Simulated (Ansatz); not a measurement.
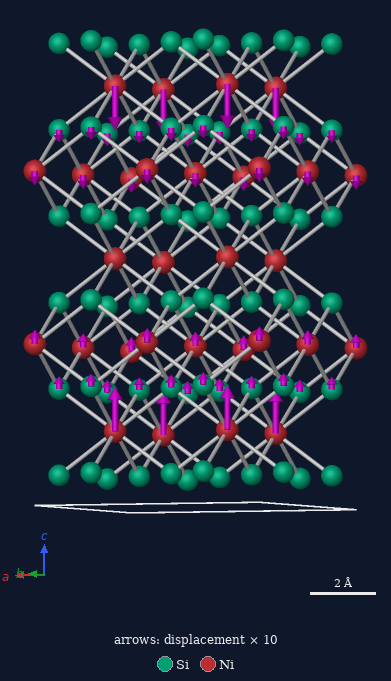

A (1 0 0) slab of Si2Ni as cut from the relaxed bulk. The purple arrows show how the atoms are displaced, magnified 10 times. A ball-and-stick model of the 2 × 2 repeat of the cell, outlined in the plane, without the vacuum, seen from a free direction.

The calculation used Ansatz 0.2.0, DFT PBEsol, scalar-relativistic, plane waves, PAW. Set-up: plane-wave cutoff 420 eV; occupations gaussian; smearing width 0.1 eV; no spin polarisation. The k-mesh is chosen for each cell (9×9×13, 9×9×1).

> Describe the change and its computed effect.

The atoms of the slab are relaxed at the bulk's in-plane cell. The slab isn't stoichiometric; relaxing it gains 0.092 J/m². The top spacing, between the Si2 and Ni planes, goes from 1.35 to 1.49 Å (+10.8 %), the bottom one (Si2 to Ni) from 1.35 to 1.49 Å (+10.8 %). The cell doesn't change. The largest moves relative to the layer's centre, 0.14 Å, are those of Ni atoms. By element the largest moves are Ni 0.14 Å, Si 0.04 Å. Among the bonded contacts that change: Ni–Si 2.335 → 2.278 to 2.422 Å.

Limits of the set-up: an element that often carries a moment was run without spin polarisation.
